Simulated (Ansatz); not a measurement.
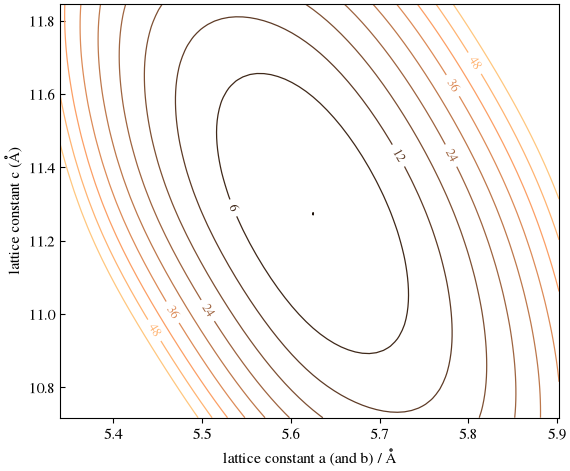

Energy landscape of ZnSnP₂ (I-42d, No. 122; 8 atoms in the cell). 
- The energy is mapped over the lattice constants a and c of the conventional cell.
- The first coordinate is: lattice constant a (and b); the second: lattice constant c.
- Nothing is relaxed (fractional coordinates fixed).
- The grid has 5 × 5 points.
- Points are written as (first, second).
- All energies are given in meV/atom relative to the lowest grid point.
- These are results of DFT PBEsol, scalar-relativistic, plane waves, PAW (Ansatz), not measurements. Settings: cutoff 520 eV, k-mesh 8×8×8, gaussian smearing 0.05 eV, no spin polarisation.

The picture shows contour lines labelled in meV/atom (none above 54). Between grid points the surface is interpolated. 

**Summarise what can be read from the map.**

The lowest grid point is at (5.621 Å, 11.281 Å). No other kind of well shows on this grid. The highest grid point, (5.340 Å, 10.717 Å), lies 140 meV/atom above the lowest. Round the minimum the valley is strongly tilted: raising lattice constant a (and b) shifts the best value of lattice constant c downwards (coupling k₁₂/√(k₁₁k₂₂) about 0.6).

Each point was launched as `ansatz run input.yaml --threads 2 --pin off --max-ram 4096MiB --backend cpu --events-out ev --progress --plain --runs-dir out`. Time for the 25 points that were run: 8.7 min on 2 threads of Intel(R) Xeon(R) 6975P-C (Granite Rapids) (shared host).
